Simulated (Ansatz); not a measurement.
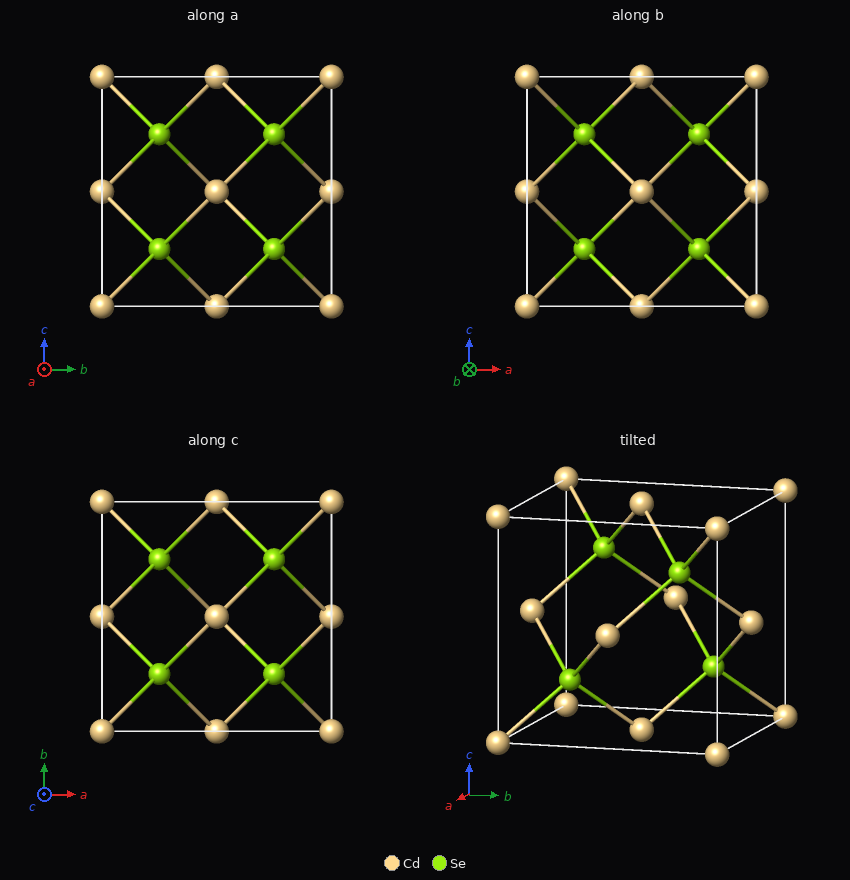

The image is a ball-and-stick drawing of a crystal, viewed along the a axis, along the b axis, along the c axis and slightly off an axis. Thin lines show the conventional unit cell, with boundary atoms drawn in all their periodic places.

Lattice parameters: a = 6.1969 Å, b = 6.1969 Å, c = 6.1969 Å, α = 90.000°, β = 90.000°, γ = 90.000°.

### Write down what is shown as a CIF with its space group and independent sites.

```cif
data_structure
_symmetry_space_group_name_H-M 'F -4 3 m'
_symmetry_Int_Tables_number 216
_cell_length_a 6.1969
_cell_length_b 6.1969
_cell_length_c 6.1969
_cell_angle_alpha 90.000
_cell_angle_beta 90.000
_cell_angle_gamma 90.000
_cell_volume 237.97
loop_
_atom_site_label
_atom_site_type_symbol
_atom_site_symmetry_multiplicity
_atom_site_Wyckoff_symbol
_atom_site_fract_x
_atom_site_fract_y
_atom_site_fract_z
_atom_site_occupancy
Cd1 Cd 4 a 0.0000 0.0000 0.0000 1
Se1 Se 4 d 0.2500 0.2500 0.7500 1
```

Origin of the cell: a structure type filled with these elements by a generator (whether the compound takes this form wasn't checked). The cell was then strained or its atoms displaced on purpose. It was run through Ansatz as a DFT input.
